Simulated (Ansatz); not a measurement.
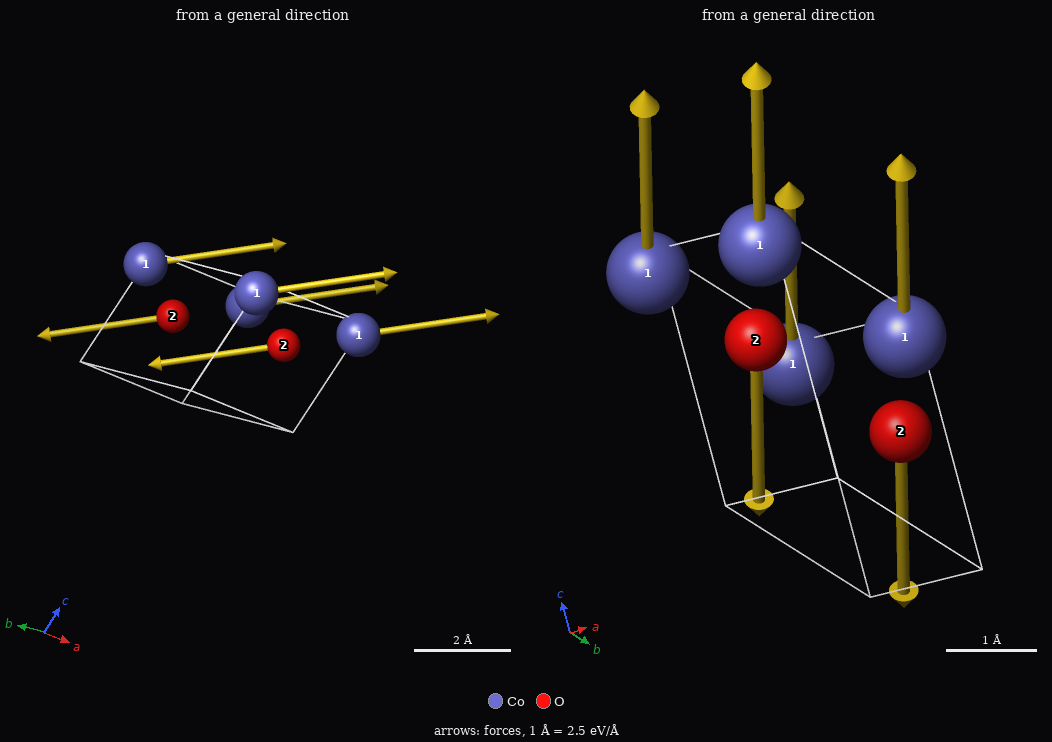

The image is a spheres-only drawing of a crystal, viewed from two general directions. The lines enclose the cell (the run's own, in a reduced setting); boundary atoms appear with their images. The arrows are the computed forces on the atoms.

System: CoO. Setup: Ansatz, DFT PBE, scalar-relativistic, plane waves, PAW; plane-wave cutoff 420 eV, k-points about 0.23 Å⁻¹ apart, Gaussian smearing of 0.15 eV, collinear spins.

> Is the structure at rest?

No. The atoms still feel forces of up to about 6.4 eV/Å, far above a usual threshold of 0.01 to 0.03 eV/Å.

> Identify the atom with the maximum force.

Co1 and O2, about 6.4 eV/Å.

The model was built from a structure listed in the Materials Project. The cell was then strained or its atoms displaced on purpose. It went into a calculation with Ansatz.
